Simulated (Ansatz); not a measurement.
System: CsPbBr₃, space group Pm-3m (No. 221).

Starting cell:
```yaml
crystal:
  lattice:
    - [5.87000, 0.00000, 0.00000]
    - [0.00000, 5.87000, 0.00000]
    - [0.00000, 0.00000, 5.87000]
  atoms:
    - { symbol: Pb, position: [0.50000, 0.50000, 0.50000] }
    - { symbol: Cs, position: [0.00000, 0.00000, 0.00000] }
    - { symbol: Br, position: [0.50000, 0.50000, 0.00000] }
    - { symbol: Br, position: [0.50000, 0.00000, 0.50000] }
    - { symbol: Br, position: [0.00000, 0.50000, 0.50000] }
```

Calculation (Ansatz 0.2.0): all-electron LAPW DFT, no spin polarisation; energies at scaled volumes of the given cell, shape and fractions fixed, counted from the fit's minimum, third-order Birch-Murnaghan fit. Level: PBEsol.

```csv
setting,value
k mesh,5×5×5
occupations,Fermi–Dirac
smearing width,0.05 eV
potentials,"all electron LAPW, scalar relativistic"
program settings,basis error eV/atom 0.001
```

Predict the energy and pressure against volume. The volume takes the values 38.03, 38.83, 39.64, 40.45, 41.26, 42.07, 42.88 Å³/atom.

A third-order Birch–Murnaghan fit gives V0 = 40.38 Å³/atom, B0 = 21.4 GPa and B′ = 4.7. The energy is 10.32 meV/atom at volume 38.03 Å³/atom and 9.18 meV/atom at 42.88 Å³/atom; the lowest computed point is at volume 40.45 Å³/atom (0.01 meV/atom), and no other minimum shows. The pressure falls from 1.49 GPa at volume 38.03 Å³/atom to −1.11 GPa at 42.88 Å³/atom, and changes sign near 40.40 Å³/atom.

```csv
volume (Å³/atom),energy (meV/atom),pressure (GPa)
38.03,10.32,1.49
38.83,4.28,0.92
39.64,0.94,0.42
40.45,0.01,-0.03
41.26,1.22,-0.43
42.07,4.35,-0.79
42.88,9.18,-1.11
```

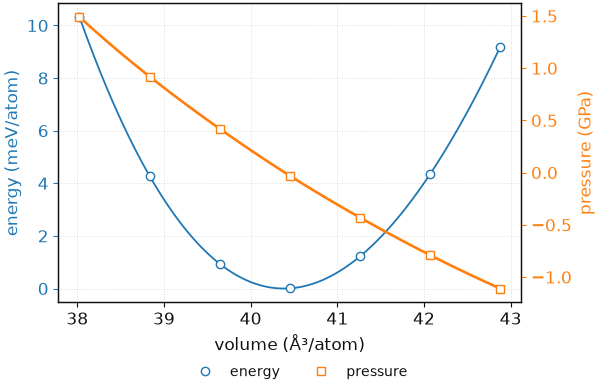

Keep in mind: spin-orbit coupling left out, heavy elements.
